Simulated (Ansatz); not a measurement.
## Geometry relaxation, with input and output: WSi6 (part 3 of 3)

Continued. System: WSi6 (slab, 7 atoms in the cell). Method: DFT PBEsol, scalar-relativistic, plane waves, PAW, spin-polarised (Ansatz 0.2.0); cutoff 420 eV, 8×8×1 k-mesh, Gaussian smearing of 0.05 eV, collinear spins. The structure derives from an entry of the Crystallography Open Database. The input holds or restrains some coordinates. Forces given for the steps count only the free coordinates. It belongs to a series of runs on one base structure; here: W over the place (0/6, 1/6) of the surface cell, its height relaxed.

Geometry of the input (Å; fractional positions):
```
3.8417  0.0000  0.0000
0.0000  3.8417  0.0000
0.0000  0.0000  25.7913
Si 0.0000  0.5000  0.3296
Si 0.0000  0.0000  0.3822
Si 0.5000  0.0000  0.4349
Si 0.5000  0.5000  0.4873
Si 0.0000  0.5000  0.5400
Si 0.0000  0.0000  0.5916
W  0.0000  0.1667  0.6948
```

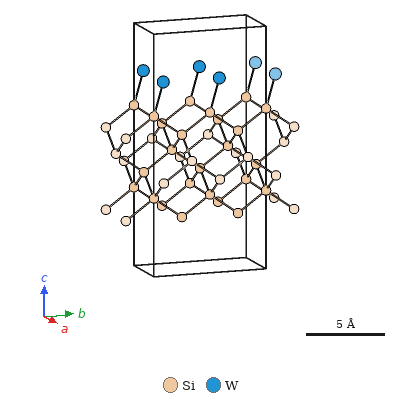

The geometry at step 4 of the log (ball-and-stick view of the 1 × 2 repeat of the cell, with the vacuum cut short, seen slightly off an axis; neighbours outside the cell are drawn fainter).

```
WARN: The output density's exchange-correlation potential varies sharply where the density is thin. Do not read a vacuum level from v_tot or v_xc, or from such a field of the output density. On a cell that repeats whose density bears no net charge and no dipole along the vacuum's axis use v_es (v_loc + v_h of the components); under efield.dipole_correction with no amplitude use v_es + v_field, which holds any external_charges[].barrier, or the levels of the report's work_function block, which leave it out; under a non-zero efield.amplitude the vacuum is tilted and has no level; on a cell that repeats and bears such a dipole with no correction it is tilted too, and efield.dipole_correction with no amplitude gives each side of its ramp a level where efield: is served; in a cell that repeats whose density bears a net charge (total_charge, or a fill off its count) it is curved and has none; of a slab under crystal.periodic whose density bears no net charge use v_es, which has a level on each side, short of where the two are joined; of another it falls or rises all the way out and has none; of a slab beside external_charges read slab_vacuum_level instead, which it has where they leave it neutral. The grid or the basis barely resolves most such structure, and the values can differ between equally converged runs; as a rule a tighter scf.convergence.dr2_threshold does not remove it. Where the density itself ripples (under the LDA too) a higher basis.ecutwfc lessens it. The files hold the spikes' plane waves up to the density's cutoff. Files: v_tot_of_output_density and the like, and their columns of v_z.tsv (output.write_potential); v_xc_of_output_density and the like, and their columns of v_comp_z.tsv (output.write_potential_components). Measured: with its Gaussian average of σ = 0.25 Å subtracted twice, the exchange-correlation potential is over 0.1 eV at 43 of the grid points where the equally averaged density (valence and model cores) is under 1e-3 e/Å³, and 0.239 eV at the most among them, at an averaged density of 4.4e-9 e/Å³. See output.write_potential in the manual, Limitations
SCF converged after 3 iterations
Magnetization: 3.4904 μB (20.7452 up, 17.2548 down)
Absolute magnetization: 3.7593 μB (∫|ρ↑−ρ↓|, with the PAW one-centre terms)
Spin contamination: 0.1613 ħ² per cell (⟨S²⟩ above its minimum at these occupations)
Per-site moments (μB) at R_I (Å): [(0.0019485668827764306, 0.9704316149709971), (0.006467989157041879, 0.9704316149709971), (-0.00027251389196967965, 0.9685416405328042), (0.00023431724248569136, 0.9685416405328042), (0.03317010733300791, 0.9641614138988636), (-0.03420674644341753, 0.9616943159550666), (1.7713012694185462, 0.9616943159550666)]
Free energy (F): -13975.852951 eV
Harris-Foulkes:  -13975.852951 eV  (|F-HF|=3.15e-9)
Internal energy: -13975.848137 eV  (E = F + TS)
E sigma→0 (E₀):  -13975.850544 eV
Entropy (-TS):   -0.004814 eV (-0.688 meV/atom)
Fermi energy:    -0.087003 eV
Dipole field:    D = 0.064123 V/Å  (p = 0.134888 e·Å, saw-weighted, corrected)
Work function:   Φ+ = 3.8351 eV   Φ− = 5.4889 eV
Levels:          The Fermi level and band energies are counted from a zero that moves with the ramp; work functions are not
--- Per-component energies (eV) ---
  E_band       = -499.815309
  E_kinetic    = 678.011949
  E_local      = -13594.779425  (includes V_loc(G=0)·N_el)
  E_nonlocal   = 165.422352
  E_hartree    = 6450.705826
  E_xc         = -582.815780
  E_vxc        = -505.777314  (∫ρ·V_xc dr)
  E_paw        = -11429.880230  (= ΣΔE_a)
  E_vpaw       = -142.294518  (= ΣTr[D̂ρ^β])
  E_aug_tail   = -0.000028  (compensation charges beyond the density's cutoff)
  E_efield     = 0.004325  (sawtooth field / dipole correction)
  E_vefield    = -1.809904  (∫n·V_field dr)
  E_ewald      = 4337.071719
  E_core_change = 0.411156  (= ΣΔE_core)
  E_smearing   = -0.004814  (= −TS)
  E_closure    = 0.000000  (closes the sum)
  Σ components = -13975.852951   (vs F -13975.852951, Δ=0.00e0)
--- Forces (eV/Å), atoms counted from 1 ---
  atom   1  Si     0.00000000     0.00232682     0.08891056
  atom   2  Si     0.00000000     0.00380621    -0.04024423
  atom   3  Si     0.00000000    -0.00500895    -0.05216012
  atom   4  Si     0.00000000     0.06239055    -0.09613158
  atom   5  Si     0.00000000    -0.01337744     0.13453652
  atom   6  Si     0.00000000    -0.21599026    -0.03655112
  atom   7  W      0.00000000     0.16586127     0.00165237
  max |Σ_I F_I| component: 1.24e-5 eV/Å
--- Band table (eV; the first three rows and the last of 50) ---
  k-point 0 ↑: bands = ["-74.4355", "-38.9134", "-38.8128", "-38.7888", "-11.6183", "-10.4270", "-8.6893", "-6.5825", "-4.5424", "-3.1513", "-2.6454", "-2.5227", "-2.0167", "-1.7688", "-1.4843", "-1.4235", "-0.8949", "-0.7179", "-0.2611", "-0.2157", "0.0523", "0.4326", "0.9793", "1.0597", "1.6946", "2.0867", "2.4584", "2.7501"]
  k-point 1 ↑: bands = ["-74.4354", "-38.9161", "-38.8126", "-38.7890", "-11.4850", "-10.3035", "-8.5534", "-6.6329", "-4.6060", "-3.5854", "-3.0115", "-2.4218", "-2.3919", "-2.1122", "-1.4946", "-1.3567", "-1.1478", "-0.8205", "-0.7063", "-0.0450", "0.0170", "0.6240", "1.2149", "1.8130", "1.9011", "2.5985", "2.7024", "2.9092"]
  k-point 2 ↑: bands = ["-74.4353", "-38.9226", "-38.8120", "-38.7893", "-11.0941", "-9.9603", "-8.1712", "-6.9704", "-5.2354", "-4.3281", "-3.5160", "-3.1052", "-2.1898", "-2.1349", "-1.7789", "-1.2475", "-1.1944", "-0.8176", "-0.6968", "-0.2551", "-0.2519", "0.7968", "1.5986", "2.1454", "2.4406", "2.5389", "3.1048", "3.4917"]
  k-point 24 ↓: bands = ["-73.3275", "-37.4877", "-37.3297", "-37.2223", "-7.8629", "-7.8138", "-7.7194", "-7.4945", "-7.2884", "-6.5445", "-3.5305", "-3.4745", "-3.4306", "-3.1744", "-2.5049", "-1.6523", "-0.7033", "-0.6764", "0.3295", "0.7226", "0.9409", "1.4850", "2.3728", "2.4682", "2.5085", "2.6834", "3.0198", "3.6573"]
--- Relaxed structure (6 steps of the walk, 6 accepted, 0 SCFs on fresh bases) ---
  F+E_penalty+E_count = -13975.85295123 eV   max|allowed force component| = 1.652e-3 eV/Å
  atoms:
    - { symbol: Si, position: [0.0, 0.5, 0.32956900840000003] }
    - { symbol: Si, position: [0.0, 0.0, 0.3822322752000001] }
    - { symbol: Si, position: [0.5, 0.0, 0.4348955421] }
    - { symbol: Si, position: [0.5, 0.5, 0.4872505114] }
    - { symbol: Si, position: [0.0, 0.5, 0.5400001596] }
    - { symbol: Si, position: [0.0, 0.0, 0.5916358883] }
    - { symbol: W, position: [0.0, 0.1666666667, 0.6785542108331102] }
--- Löwdin populations: 7 sites ---
  site symbol       q [e]    m [muB]
     0     Si      3.9657     0.0027
     1     Si      3.9784     0.0114
     2     Si      3.9369     0.0007
     3     Si      3.9413     0.0003
     4     Si      3.9754     0.0865
     5     Si      4.0222    -0.1724
     6      W     13.8064     3.4853
  spilling = 0.009836 (of n_electrons = 38.000000)
```

## File populations.tsv
```
# site	symbol	l	j	q_up	q_dn
# orbitals = lowdin
# n_electrons = 38.000000
# spilling = 0.009836
0	Si	0_3S	-	0.786162	0.783647
0	Si	1_3P	-	1.198022	1.197832
1	Si	0_3S	-	0.597033	0.596513
1	Si	1_3P	-	1.397844	1.386972
2	Si	0_3S	-	0.604014	0.603083
2	Si	1_3P	-	1.364782	1.365045
3	Si	0_3S	-	0.603659	0.605799
3	Si	1_3P	-	1.367159	1.364676
4	Si	0_3S	-	0.609712	0.590845
4	Si	1_3P	-	1.421242	1.353633
5	Si	0_3S	-	0.648004	0.665288
5	Si	1_3P	-	1.276876	1.432038
6	W	0_5S	-	0.990823	0.991140
6	W	0_6S	-	0.660048	0.446123
6	W	1_5P	-	2.990985	2.991422
6	W	2_5D	-	4.003992	0.731833
```

## Trajectory as extended XYZ (Å, eV, eV/Å), 6 frames, from step=1 to step=6
```
7
Lattice="3.8417 0.0000 0.0000 0.0000 3.8417 0.0000 0.0000 0.0000 25.7913" Properties=species:S:1:pos:R:3:forces:R:3 step=1 energy=-13975.26790
Si    0.0000    1.9209    8.5000    0.0000   0.0044   0.0749
Si    0.0000    0.0000    9.8583    0.0000   0.0012  -0.0349
Si    1.9209    0.0000   11.2165    0.0000  -0.0043  -0.0518
Si    1.9209    1.9209   12.5668    0.0000   0.0612  -0.1266
Si    0.0000    1.9209   13.9273    0.0000  -0.0496   0.3492
Si    0.0000    0.0000   15.2590    0.0000   0.4093   1.8771
W     0.0000    0.6403   17.9190    0.0000  -0.4222  -2.0880
7
Lattice="3.8417 0.0000 0.0000 0.0000 3.8417 0.0000 0.0000 0.0000 25.7913" Properties=species:S:1:pos:R:3:forces:R:3 step=2 energy=-13975.64543
Si    0.0000    1.9209    8.5000    0.0000   0.0035   0.0839
Si    0.0000    0.0000    9.8583    0.0000   0.0028  -0.0364
Si    1.9209    0.0000   11.2165    0.0000  -0.0057  -0.0542
Si    1.9209    1.9209   12.5668    0.0000   0.0653  -0.1203
Si    0.0000    1.9209   13.9273    0.0000  -0.0398   0.2723
Si    0.0000    0.0000   15.2590    0.0000   0.2817   1.4757
W     0.0000    0.6403   17.7211    0.0000  -0.3078  -1.6220
7
Lattice="3.8417 0.0000 0.0000 0.0000 3.8417 0.0000 0.0000 0.0000 25.7913" Properties=species:S:1:pos:R:3:forces:R:3 step=3 energy=-13975.84929
Si    0.0000    1.9209    8.5000    0.0000   0.0022   0.0883
Si    0.0000    0.0000    9.8583    0.0000   0.0040  -0.0399
Si    1.9209    0.0000   11.2165    0.0000  -0.0053  -0.0524
Si    1.9209    1.9209   12.5668    0.0000   0.0629  -0.0977
Si    0.0000    1.9209   13.9273    0.0000  -0.0172   0.1537
Si    0.0000    0.0000   15.2590    0.0000  -0.1274   0.2255
W     0.0000    0.6403   17.5268    0.0000   0.0807  -0.2758
7
Lattice="3.8417 0.0000 0.0000 0.0000 3.8417 0.0000 0.0000 0.0000 25.7913" Properties=species:S:1:pos:R:3:forces:R:3 step=4 energy=-13975.85256
Si    0.0000    1.9209    8.5000    0.0000   0.0024   0.0889
Si    0.0000    0.0000    9.8583    0.0000   0.0037  -0.0400
Si    1.9209    0.0000   11.2165    0.0000  -0.0049  -0.0521
Si    1.9209    1.9209   12.5668    0.0000   0.0622  -0.0957
Si    0.0000    1.9209   13.9273    0.0000  -0.0121   0.1283
Si    0.0000    0.0000   15.2590    0.0000  -0.2458  -0.1234
W     0.0000    0.6403   17.4927    0.0000   0.1945   0.0942
7
Lattice="3.8417 0.0000 0.0000 0.0000 3.8417 0.0000 0.0000 0.0000 25.7913" Properties=species:S:1:pos:R:3:forces:R:3 step=5 energy=-13975.85295
Si    0.0000    1.9209    8.5000    0.0000   0.0023   0.0890
Si    0.0000    0.0000    9.8583    0.0000   0.0038  -0.0403
Si    1.9209    0.0000   11.2165    0.0000  -0.0050  -0.0522
Si    1.9209    1.9209   12.5668    0.0000   0.0624  -0.0961
Si    0.0000    1.9209   13.9273    0.0000  -0.0134   0.1346
Si    0.0000    0.0000   15.2590    0.0000  -0.2160  -0.0365
W     0.0000    0.6403   17.5008    0.0000   0.1659   0.0017
7
Lattice="3.8417 0.0000 0.0000 0.0000 3.8417 0.0000 0.0000 0.0000 25.7913" Properties=species:S:1:pos:R:3:forces:R:3 step=6 energy=-13975.85295
Si    0.0000    1.9209    8.5000    0.0000   0.0023   0.0889
Si    0.0000    0.0000    9.8583    0.0000   0.0038  -0.0402
Si    1.9209    0.0000   11.2165    0.0000  -0.0050  -0.0522
Si    1.9209    1.9209   12.5668    0.0000   0.0624  -0.0961
Si    0.0000    1.9209   13.9273    0.0000  -0.0134   0.1345
Si    0.0000    0.0000   15.2590    0.0000  -0.2160  -0.0366
W     0.0000    0.6403   17.5008    0.0000   0.1659   0.0017
```

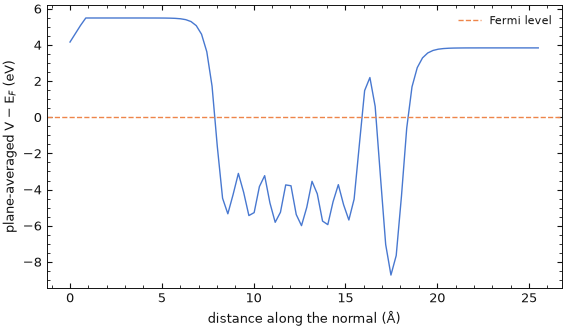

Plane average of the electrostatic potential energy of an electron across the cell, from the Fermi level. The vacuum level lies 3.84 eV above the Fermi level on the upper side and 5.49 eV on the lower.

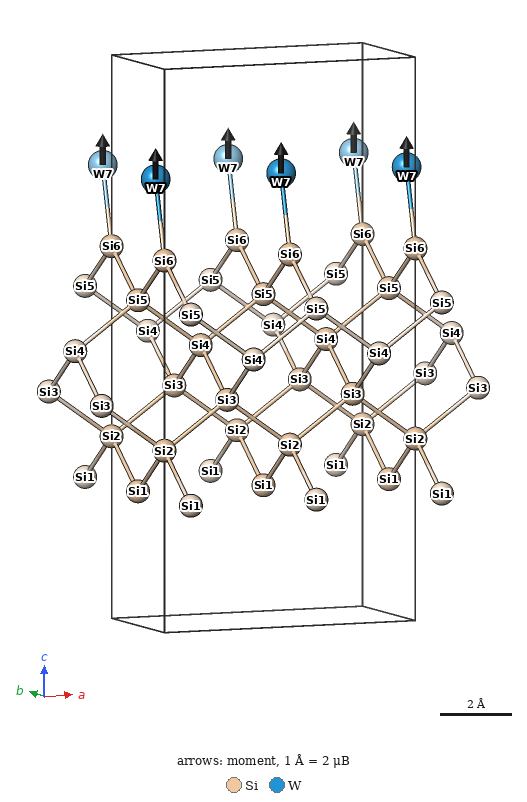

Magnetic moments of the sites as black arrows (ball-and-stick view of the 2 × 1 repeat of the cell, with the vacuum cut short, seen slightly off an axis; neighbours outside the cell are drawn fainter; atoms are numbered from 1 in the order of the input); small moments hardly show. The run is collinear, so the axis drawn is arbitrary. Site moments: W7 (1.77 μB). They are counted near the atoms and needn't add up to the moment of the cell.

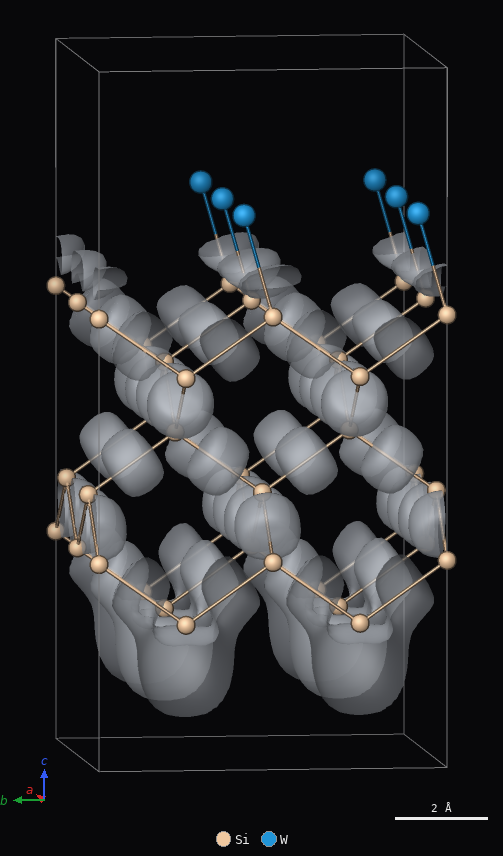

Isosurface of the electron localisation function at 0.75 (grey), seen at an oblique angle. Core shells and regions of very low density are left out. Sticks mark near contacts. Profiles from the grid: Si–W (2.33 Å): the ELF is about 0.60 at the midpoint. The fields are those of the smooth PAW valence density.

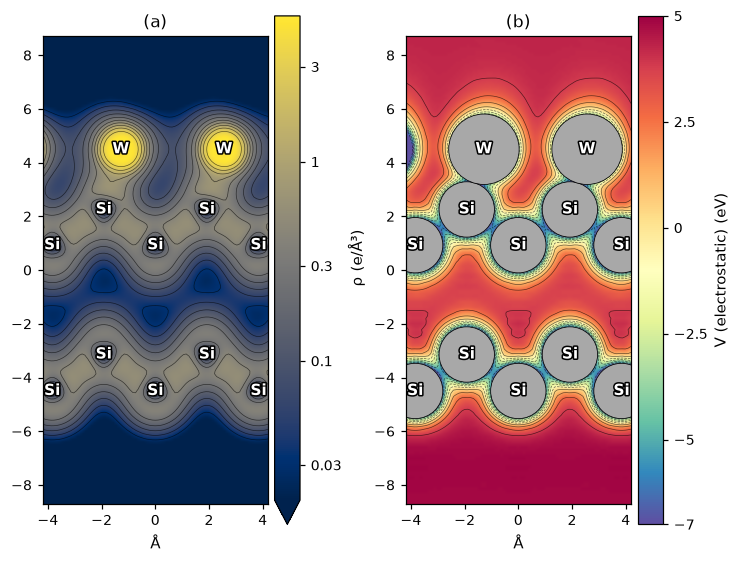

(a) valence pseudo-density; (b) electrostatic potential (local pseudopotential plus Hartree) felt by an electron on the (100) plane of the calculation cell, a cut from vacuum to vacuum. Grey discs, where drawn, cover atomic cores. Atoms in the plane: Si and W. Si–W (2.33 Å): ρ is about 0.73 e/Å³ halfway. Si–Si (2.34 Å): the density is about 0.56 e/Å³ at the midpoint, a local maximum along the line. The density dies away to nearly zero in the vacuum.

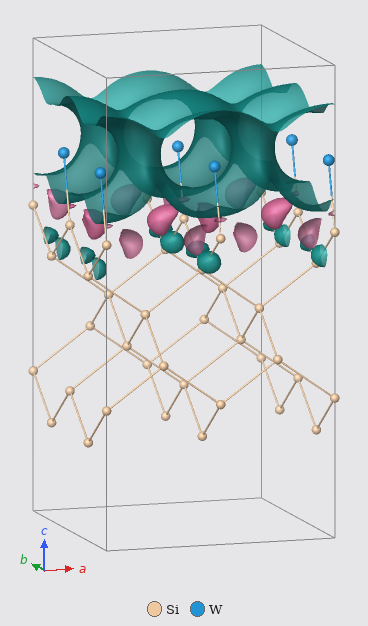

Isosurfaces of the spin density (up minus down) at +0.015 (teal) and −0.015 e/Å³ (pink), seen slightly off an axis. Sticks mark near contacts. The spin density sits on W: +1.8 μB in one cell of 7 atoms: a single local moment. The cell of the calculation (7 atoms) carries 3.5 μB net.
